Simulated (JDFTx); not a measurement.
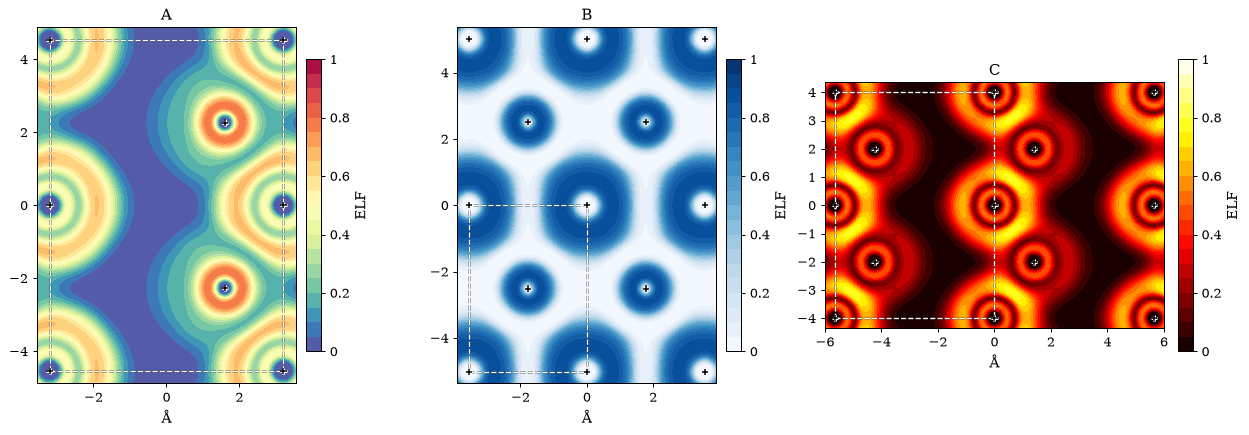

The electron localisation function of 3 systems, each on a plane through atoms (crosses mark nuclei in the plane).

Theory: JDFTx, Kohn-Sham DFT of a periodic cell, LDA, PseudoDojo-SR-LDA-0.4.1-standard.

System 1: NaCl, the (11̄0) plane of the conventional cell. Space group Pm-3m; a structure from a database of computed crystals, not necessarily the ambient phase; computed pressure about −4 GPa in this cell.

System 2: CdTe, the (101) plane of the conventional cell. Space group F-43m.

```
Te Cd
1.0
     6.41000    0.00000    0.00000
     0.00000    0.00000   -6.41000
     0.00000    6.41000    0.00000
Te Cd
4 4
Direct
  0.25000 0.75000 0.25000
  0.75000 0.75000 0.75000
  0.75000 0.25000 0.25000
  0.25000 0.25000 0.75000
  0.50000 0.50000 0.00000
  0.00000 0.50000 0.50000
  0.00000 0.00000 0.00000
  0.50000 0.00000 0.50000
```

System 3: GaAs, the (101) plane of the conventional cell. Space group F-43m; computed pressure about −2 GPa in this cell.

Which map belongs to which system?

Panel A is system 2, CdTe: the plane holds Te and Cd. Cd–Te (2.78 Å): the ELF is about 0.50 at the midpoint. Panel B is system 1, NaCl: the plane holds Cl and Na. Na–Cl (3.07 Å): the ELF is about 0.35 at the midpoint; a largely ionic contact. Panel C is system 3, GaAs: the plane holds As and Ga. Ga–As (2.45 Å): the ELF peaks at about 0.75 between the atoms, as expected for a covalent bond.
